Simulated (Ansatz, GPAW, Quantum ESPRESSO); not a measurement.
# Simulated XPS, UPS and emission spectra of BAs, part 7 of 7

Wanted: projected DOS of BAs, weighted into photoemission and X-ray emission spectra, at several levels of theory.

Ansatz 0.2.0, Quantum ESPRESSO 7.5 and GPAW 26.7.0; DFT, PBE, plane-wave PAW, default files, scalar-relativistic (the session's first sound run).

So far. Step 6 (Quantum ESPRESSO: self-consistent run): At this level the gap is 1.20 eV on the k-mesh of the self-consistent run, which can miss the band edges. Step 9 (Quantum ESPRESSO: bands): On this path the gap is indirect, 1.18 eV, with the valence top at Γ and the conduction bottom between Γ and X. The least direct gap is 3.30 eV.

### Step 10. The same cell in GPAW

This step: DFT, PBE, PAW datasets of GPAW, plane waves, scalar-relativistic (GPAW 26.7.0).

GPAW, with its own PAW datasets and plane waves, is a further check on the main run's cell.

Contents of run.py:

```python
import json
import numpy as np
from ase import Atoms
from ase.parallel import paropen
from gpaw import GPAW, PW, FermiDirac, Mixer, MixerDif, setup_paths

atoms = Atoms(['As', 'B'],
              cell=[[0.0, 2.3885, 2.3885], [2.3885, 0.0, 2.3885], [2.3885, 2.3885, 0.0]],
              scaled_positions=[[0.75, 0.75, 0.75], [0.0, 0.0, 0.0]],
              pbc=(True, True, True))
params = dict(mode=PW(500),
              xc='PBE',
              kpts={'size': (14, 14, 14), 'gamma': True},
              occupations=FermiDirac(0.05),
              nbands=-8,
              maxiter=200,
              txt='gs.txt')
atoms.calc = calc = GPAW(**params)
atoms.get_potential_energy()
ef = calc.get_fermi_level()
nk, ns = len(calc.get_ibz_k_points()), calc.get_number_of_spins()
out = dict(free=atoms.get_potential_energy(force_consistent=True), ef=ef, nel=calc.get_number_of_electrons(), cell=atoms.cell[:], frac=atoms.get_scaled_positions(wrap=False),
           eig=[[calc.get_eigenvalues(k, s) for k in range(nk)] for s in range(ns)], forces=atoms.get_forces(apply_constraint=False))
dense = calc.fixed_density(kpts={'size': (20, 20, 20), 'gamma': True}, txt='dos.txt')
out['eig_dense'] = [[dense.get_eigenvalues(k, s) for k in range(len(dense.get_ibz_k_points()))] for s in range(ns)]
dos = dense.dos(shift_fermi_level=False)
e = ef + np.arange(-28, 12, 0.05)
out['e'], out['dos'] = e - ef, dos.raw_dos(e, width=0.1)
kpts = [[0.0, 0.0, 0.0], [-0.033333, -0.033333, 0.0], [-0.066667, -0.066667, 0.0], [-0.1, -0.1, 0.0], ..., [-0.5, -0.5, 0.0]]  # list cut here
bands = calc.fixed_density(kpts=kpts, symmetry='off', txt='bands.txt', convergence={'bands': -2})
out['band_e'] = [[bands.get_eigenvalues(k, s) for k in range(len(kpts))] for s in range(ns)]
with paropen('out.json', 'w') as f:
    json.dump(out, f, default=lambda a: a.tolist())
```

Run with:

```console
$ OMP_NUM_THREADS=1 mpirun -n 4 gpaw python run.py > run.log
```

Numbers of over 12 decimals in the logs are rounded to 6 here.

What it wrote:

```text
__  _  _
 | _ |_)|_||  |
 |__||  | ||/\| - 26.7.0

units:  Angstrom and eV
cores:  4
OpenMP: True

Versions:

Paths:

Git-hashes:

OMP_NUM_THREADS: 1

Environment variables:
  GPAW_CPUPY:          False
  GPAW_DEBUG:          False
  GPAW_MPI_BACKEND:    cgpaw
  GPAW_MPI_OPTIONS:    None
  GPAW_NO_C_EXTENSION: False
  GPAW_NO_GPU_MPI:     False
  GPAW_TRACE:          False
  GPAW_USE_GPUS:       False

Input parameters:
  mode=PW(ecut=500.0),
  kpts=MonkhorstPack(size=(14, 14, 14), gamma=True),
  maxiter=200,
  nbands=-8,
  occupations=Occupations(name='fermi-dirac', width=0.05, fixmagmom=False),
  xc=XC(name='PBE')

Diagonalizing LCAO Hamiltonian
Converting LCAO to pw mode

                   As

       B

Atoms  # Å, Bohr magnetons
|   | symbol |        x |        y |        z |    initial magnetic moments |
|---|--------|----------|----------|----------|-----------------------------|
| 0 |     As | 3.582750 | 3.582750 | 3.582750 | ( 0.0000,  0.0000,  0.0000) |
| 1 |      B | 0.000000 | 0.000000 | 0.000000 | ( 0.0000,  0.0000,  0.0000) |

Unit cell  # Å
| periodic |        x |        y |        z |  lengths |    angles |
|----------|----------|----------|----------|----------|-----------|
|      yes | 0.000000 | 2.388500 | 2.388500 | 3.377849 | 60.000000 |
|      yes | 2.388500 | 0.000000 | 2.388500 | 3.377849 | 60.000000 |
|      yes | 2.388500 | 2.388500 | 0.000000 | 3.377849 | 60.000000 |

Number of symmetries: 24
Symmetry operations  # r_c * U_cc + t_c -> r_c
|    | kind |            matrix            |
|----|------|------------------------------|
|  0 |  E   |  1, 0, 0,  0, 1, 0,  0, 0, 1 |
|  1 |  σ   |  1, 0, 0,  0, 0, 1,  0, 1, 0 |
|  2 |  σ   |  1, 0,-1,  0, 1,-1,  0, 0,-1 |
|  3 |  C3  |  1, 0,-1,  0, 0,-1,  0, 1,-1 |
|  4 |  C3  |  1,-1, 0,  0,-1, 1,  0,-1, 0 |
|  5 |  σ   |  1,-1, 0,  0,-1, 0,  0,-1, 1 |
|  6 |  σ   |  0, 1, 0,  1, 0, 0,  0, 0, 1 |
|  7 |  C3  |  0, 1, 0,  0, 0, 1,  1, 0, 0 |
|  8 |  C2  |  0, 1,-1,  1, 0,-1,  0, 0,-1 |
|  9 |  S4  |  0, 1,-1,  0, 0,-1,  1, 0,-1 |
| 10 |  C3  |  0, 0, 1,  1, 0, 0,  0, 1, 0 |
| 11 |  σ   |  0, 0, 1,  0, 1, 0,  1, 0, 0 |
| 12 |  S4  |  0, 0,-1,  1, 0,-1,  0, 1,-1 |
| 13 |  C3  |  0, 0,-1,  0, 1,-1,  1, 0,-1 |
| 14 |  S4  |  0,-1, 1,  1,-1, 0,  0,-1, 0 |
| 15 |  C2  |  0,-1, 1,  0,-1, 0,  1,-1, 0 |
| 16 |  C3  |  0,-1, 0,  1,-1, 0,  0,-1, 1 |
| 17 |  S4  |  0,-1, 0,  0,-1, 1,  1,-1, 0 |
| 18 |  S4  | -1, 1, 0, -1, 0, 1, -1, 0, 0 |
| 19 |  C3  | -1, 1, 0, -1, 0, 0, -1, 0, 1 |
| 20 |  C3  | -1, 0, 1, -1, 1, 0, -1, 0, 0 |
| 21 |  S4  | -1, 0, 1, -1, 0, 0, -1, 1, 0 |
| 22 |  σ   | -1, 0, 0, -1, 1, 0, -1, 0, 1 |
| 23 |  C2  | -1, 0, 0, -1, 0, 1, -1, 1, 0 |

BZ-sampling:
  Number of BZ points: 2744
  Number of IBZ points: 104

  Monkhorst-Pack size: [14, 14, 14]
  Monkhorst-Pack shift: [0.035714, 0.035714, 0.035714]

K-points  # in reciprocal-cell coordinates
|     |                                coordinates |     weight |
|-----|--------------------------------------------|------------|
|   0 | (  0.00000000,   0.00000000,   0.00000000) | 0.00036443 |
|   1 | (  0.07142857,   0.07142857,   0.00000000) | 0.00218659 |
|   2 | (  0.07142857,   0.07142857,   0.07142857) | 0.00291545 |
|   3 | (  0.14285714,   0.07142857,   0.07142857) | 0.00437318 |
|   4 | (  0.14285714,   0.14285714,   0.00000000) | 0.00218659 |
|   5 | (  0.14285714,   0.14285714,   0.07142857) | 0.00874636 |
|   6 | (  0.14285714,   0.14285714,   0.14285714) | 0.00291545 |
|   7 | (  0.21428571,   0.14285714,   0.07142857) | 0.00874636 |
|   8 | (  0.21428571,   0.14285714,   0.14285714) | 0.00874636 |
|   9 | (  0.21428571,   0.21428571,   0.00000000) | 0.00218659 |
| ... |                                            |            |
| 103 | (  0.50000000,   0.50000000,   0.50000000) | 0.00145773 |

Plane wave coefficients: 701
Cutoff: 500.0 eV

Spin-components: 1 (collinear spins)
Bands:           12
Projectors:      10
Spin-degeneracy: 2
Datatype:        complex128

  Storage: CPU
  Wave functions: 13_997_568 bytes (3_499_392 per core)
  Projectors: 24_495_744 bytes (6_123_936 per core)

Parallelization:
  kpt:    4
  domain: 1
  band:   1

Density:
  Valence electrons: 8.0
  Components: 1
  Grid points: [18 18 18]
  Charge: 0.0  # |e|

Potential:
  Grid points: [18 18 18]

species:
  As:
    name:    Arsenic
    Z:       33.0
    valence: 5
    core:    28
    charge:  0.0  # [|e|]
    file:    As.PBE.gz
    compensation charges:
      type: gauss
      rc: 0.33  # [Å]
      lmax: 2
    cutoffs:
      filter: 1.87  # [Å]
      core: 2.96  # [Å]
    projectors
    | kind |    occ | energy [eV] | rcut [Å] |
    |------|--------|-------------|----------|
    |   4s |  2.000 |     -14.487 |    1.058 |
    |   4p |  3.000 |      -5.196 |    1.058 |
    |    s |        |      12.725 |    1.058 |
    |    p |        |      22.016 |    1.058 |
    |    d |        |       0.000 |    1.058 |

    Using partial waves for As as LCAO basis

  B:
    name:    Boron
    Z:       5.0
    valence: 3
    core:    2
    charge:  0.0  # [|e|]
    file:    B.PBE.gz
    compensation charges:
      type: gauss
      rc: 0.20  # [Å]
      lmax: 2
    cutoffs:
      filter: 1.14  # [Å]
      core: 1.38  # [Å]
    projectors
    | kind |    occ | energy [eV] | rcut [Å] |
    |------|--------|-------------|----------|
    |   2s |  2.000 |      -9.443 |    0.635 |
    |   2p |  1.000 |      -3.606 |    0.635 |
    |    s |        |      17.768 |    0.635 |
    |    p |        |      23.605 |    0.635 |
    |    d |        |       0.000 |    0.635 |

    Using partial waves for B as LCAO basis

Reference energy: -62172.463167  # eV

eigensolver:
  PPCG
  Converge bands: occupied
  niter=2

density mixing:
  MSR1-Mixer
  Pratt-step length: 0.05
  Maximum mixing coefficient: 0.75
  Old densities: 10
  SVD Regularization: 0.005
  Good broyden scale: 1.0
  Trust region scale: 1.0
  Backstep threshold: 4.0
  History deletion threshold: 6.0
  Fourier metric: weight=20.0, sigma=0.015

occupation numbers:
  Fermi-Dirac:
    width: 0.0500  # eV

poisson solver:
  ecut: 4000.0  # eV

xc functional:
  name: PBE with 2 nearest neighbor stencil

Initialization done in: 1.841 s

convergence criteria:
- Maximum [total energy] change in last 3 cyles: 0.0005 eV / valence electron
- Maximum integral of absolute [dens]ity change: 0.0001 electrons / valence electron
- Maximum integral of absolute [eigenst]ate change: 4e-08 eV^2 / valence electron
maximum number of iterations: 200

SCF iterations
|iter     |     time |      energy | eigst |  dens |
|---------|----------|-------------|-------|-------|
|iter:   1|       0s |  -11.968915 | -0.28 |       |
|iter:   2|       1s |  -11.851784 | -2.37 | -0.72 |
|iter:   3|       1s |  -11.396795 | -1.85 | -0.76 |
|iter:   4|       1s |  -11.394197 | -3.23 | -1.44 |
|iter:   5|       2s |  -11.394617c| -4.13 | -1.89 |
|iter:   6|       2s |  -11.394646c| -5.91 | -2.66 |
|iter:   7|       3s |  -11.394646c| -7.61c| -3.62 |
|iter:   8|       3s |  -11.394646c| -8.43c| -4.14c|

Converged in 8 steps
SCF loop duration: 3.486 s (0.436 s/step)
Energy contributions relative to reference atoms: (reference = -62172.463167)

Energy contributions:
  Kinetic:          20.268697
  Coulomb:         -17.923851
  Zero:             -0.011120
  External:          0.000000
  Xc:              -13.728373
  Entropy:          -0.000000
  Spinorbit:         0.000000
  ----------------------------
  Free energy:     -11.394646
  Extrapolated:    -11.394646

dipole moment: (-3.209302, -3.209302, -3.209302)  # |e|*Ang

Fermi level: 8.556
Eigenvalues  # (at kpt = [0.000, 0.000, 0.000])
| band index |      eig [eV] | occ [0-2] |
|------------|---------------|-----------|
|          0 |        -7.415 |     2.000 |
|          1 |         7.976 |     2.000 |
|          2 |         7.976 |     2.000 |
|          3 |         7.976 |     2.000 |
|          4 |        11.269 |     0.000 |
|          5 |        11.269 |     0.000 |
|          6 |        11.269 |     0.000 |
|          7 |        12.706 |     0.000 |
|          8 |        17.625 |     0.000 |
|          9 |        21.060 |     0.000 |
|         10 |        21.060 |     0.000 |
|         11 |        22.478 |     0.000 |

Gap: 1.205 eV
Transition (v -> c):
  (s=0, k=0, n=3, [0.00, 0.00, 0.00]) -> (s=0, k=65, n=4, [0.43, 0.43, 0.00])
Direct/indirect transitions are different
Direct gap: 3.293 eV
Transition at: (s=0, k=0, n=3, [0.00, 0.00, 0.00])

Forces  # eV/Ang
|        x |        y |        z |
|----------|----------|----------|
| -0.00000 | -0.00000 | -0.00000 |  # As   0
|  0.00000 | -0.00000 | -0.00000 |  # B    1

Force computation time: 0.026  # s

timing:  # [seconds]
  Total:  14.855  # ━━━━━━━━━━━━━━━━━━━━━━━━━━━━━━━━━━━━━━━━━━━━━━━━━━━━━━━━━
  Init:    1.328  # ━━━━━
  SCF:     3.486  # ━━━━━━━━━━━━━╸
  Forces:  0.026  #

Max RSS: 213.379  # MiB
```

It took 17 s on 4 MPI ranks of Intel Xeon at 2.60GHz (Ice Lake), shared host; 66 s of CPU time.

This step gave:

```yaml
free_energy: -11.39 eV
fermi_energy: 8.556 eV
gap_on_the_path: 1.184 eV
least_direct_gap_on_the_path: 3.293 eV
gap_from_the_dos_mesh: 1.184 eV
```

The electronic bands at the labelled points (eV, zero at the valence-band maximum; v1 is the highest filled band, c1 the lowest empty one):

| point | v4 | v3 | v2 | v1 | c1 | c2 | c3 | c4 |
| --- | --- | --- | --- | --- | --- | --- | --- | --- |
| Γ | -15.39 | 0.00 | 0.00 | 0.00 | 3.29 | 3.29 | 3.29 | 4.73 |
| X | -11.21 | -8.52 | -4.07 | -4.07 | 1.44 | 1.45 | 11.41 | 11.41 |
| U | -11.25 | -8.14 | -5.95 | -3.48 | 2.05 | 5.57 | 9.26 | 9.80 |
| jump to K | -11.25 | -8.14 | -5.95 | -3.48 | 2.05 | 5.57 | 9.26 | 9.80 |
| Γ | -15.39 | 0.00 | 0.00 | 0.00 | 3.29 | 3.29 | 3.29 | 4.73 |
| L | -12.52 | -8.78 | -1.82 | -1.82 | 2.71 | 4.80 | 4.80 | 8.94 |
| W | -11.04 | -8.06 | -5.48 | -5.20 | 5.28 | 5.98 | 6.82 | 7.07 |
| X | -11.21 | -8.52 | -4.07 | -4.07 | 1.44 | 1.45 | 11.41 | 11.41 |

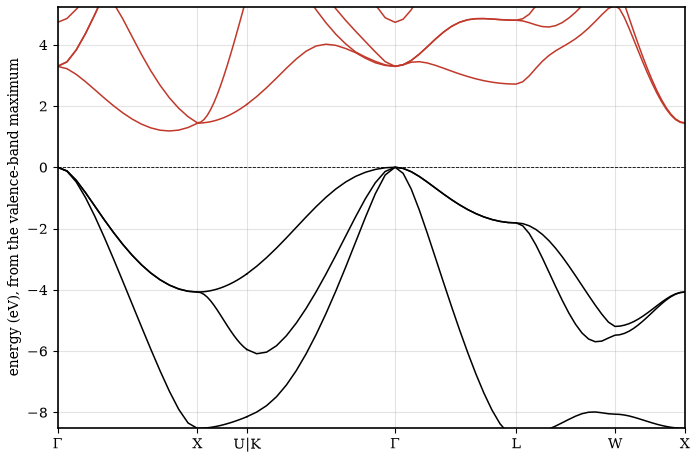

Electronic bands along the path; lines of filled and empty bands in two colours.

The DOS has structure finer than the step of the table below, so its rows give means over 2 eV, whole bins alone (the curve runs from -16.5 to 7.98 eV). Peaks (eV: height): -8.0: 1.72, -3.8: 1.35, -3.4: 1.30, 3.4: 1.69, 3.8: 1.36, 4.8: 1.72, 5.8: 1.31.

The DOS by E, zero at the valence-band maximum; means over each step:

| E (eV) | DOS (states/eV/cell) |
| --- | --- |
| -14 | 0.320 |
| -12 | 0.657 |
| -10 | 0.00279 |
| -8 | 0.618 |
| -6 | 0.536 |
| -4 | 1.00 |
| -2 | 0.758 |
| 0 | 0.0859 |
| 2 | 0.419 |
| 4 | 1.16 |
| 6 | 1.11 |

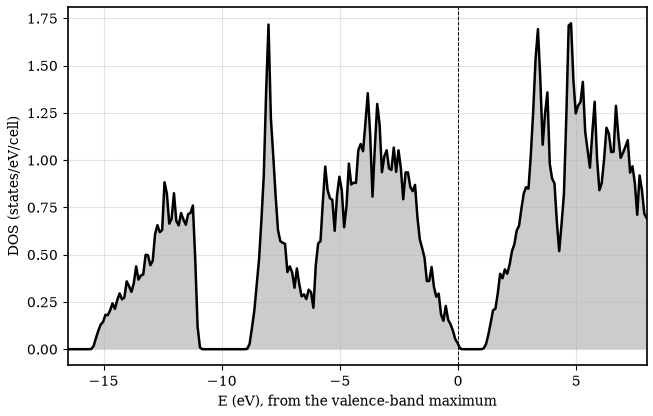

DOS, plotted against E.

### Step 11. One cell, several programs

Each program ran the same cell and functional with its own potentials and basis. Levels are from each run's zero of energy.

| quantity | Ansatz | QE | GPAW |
| --- | --- | --- | --- |
| gap on the path (eV) | 1.18 | 1.18 | 1.18 |

### Step 12. What came out

```
least gap on the mesh and the path                           : 1.18 eV
strongest listed peak within 13 eV of the zero, at 1486.7 eV : 8.0 eV binding, mostly As 4p
strongest listed peak within 13 eV of the zero, at 21.2 eV   : 3.9 eV binding, mostly B 2p
PBE (3.5 s on 4 threads)                                     : gap 1.18 eV, highest Al Kα peak within 13 eV at 8.0 eV (As 4p)
spin–orbit (16 s on 4 threads)                               : gap 1.12 eV, highest Al Kα peak within 13 eV at 12.2 eV (As 4s)
LDA (3.6 s on 4 threads)                                     : gap 1.13 eV, highest Al Kα peak within 13 eV at 12.1 eV (As 4s)
volume × 0.92 (3.5 s on 4 threads)                           : gap 1.10 eV, highest Al Kα peak within 13 eV at 8.4 eV (As 4p)
qe                                                           : gap 1.18 eV, highest Al Kα peak within 13 eV at 12.0 eV (As 4s)
```

In words: BAs is an insulator or semiconductor at the base level (gap 1.18 eV), and its valence spectrum changes with photon energy as the shells' cross sections do. At 21.2 eV the valence spectrum has its highest listed peaks within 10.8 eV at 3.9 eV (B 2p), 5.5 eV (mixed, As 4p leading) and 8.0 eV (As 4p). At 1486.7 eV the valence spectrum has its highest listed peaks within 13 eV at 3.9 eV (As 4p), 5.5 eV (As 4p), 8.0 eV (As 4p) and 12.3 eV (As 4s). The shell named is the one with most of the intensity, cross sections included, not always the one with most states there. In the main run, from 1486.7 eV towards hard X-rays the As 4s share grows by 27 points, as its cross section falls more slowly with photon energy than those of the shells it gains on. With spin-orbit coupling on, the gap on the path moves from 1.18 to 1.12 eV. With LDA, the gap on the path moves from 1.18 to 1.13 eV. With volume scaled by 0.92, the gap on the path moves from 1.18 to 1.10 eV. The plane-wave programs agree on the gap on the path to 0.01 eV. At 21.2 eV the area is led by As 4p (48 %), at 8047.8 eV by As 4s (67 %), since cross sections fall faster with photon energy for shells of higher angular momentum. Kohn–Sham levels aren't quasiparticle energies, so peak positions are approximate. Each run has its own recipe for the spectra (widths, photon energies, in some runs the light), so peak heights and places can differ between runs for that reason too. Semilocal Kohn–Sham gaps are too small as a rule.

Computed beside measured:

```
                 quantity  measured              PBE   PBE spin-orbit              LDA  PBE ultrasoft GBRV, Quantum ESPRESSO        PBE, GPAW
band gap (least gap) (eV)      1.82  1.18 (-0.64 eV)  1.12 (-0.70 eV)  1.13 (-0.69 eV)                       1.18 (-0.64 eV)  1.18 (-0.64 eV)
```

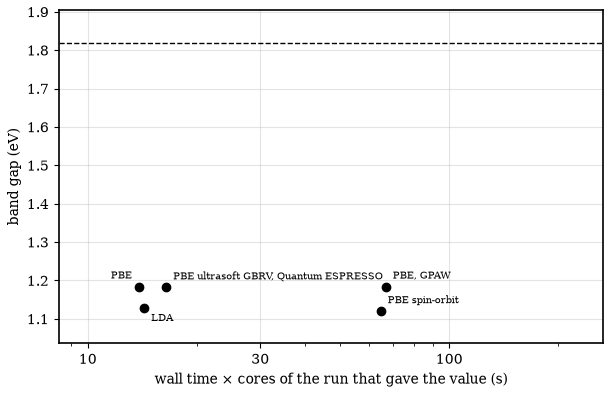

The band gap by level, against the cost of each run; the dashed line is the measured value.

Measured values from arxiv:1911.11281 (2019).

**Verdict.** The band gap is off by -0.64 eV at PBE: a clear miss. Local and semilocal functionals usually give gaps below the measured ones. An optical gap can lie under the band gap by the exciton's binding. Zero-point and thermal motion shift the measured gap. No cell relaxation is part of this session.

[Logs are printed without paths, hosts, clocks, repeated set-up lines and the standing remarks that a program may print on its own settings, such as how far it seeks lower states.]

[Hosts, paths, dates, database ids (printed as entryN), source tags and the programs' standing remarks are cut or masked in the printed files.]

[Maps of the electrostatic potential energy from Ansatz leave out the sawtooth potential of an applied field or a dipole correction, so their vacuum need not be flat; work functions include it.]

[Peak lists hold at most the 14 tallest peaks of each spectrum; further lines can be left out.]
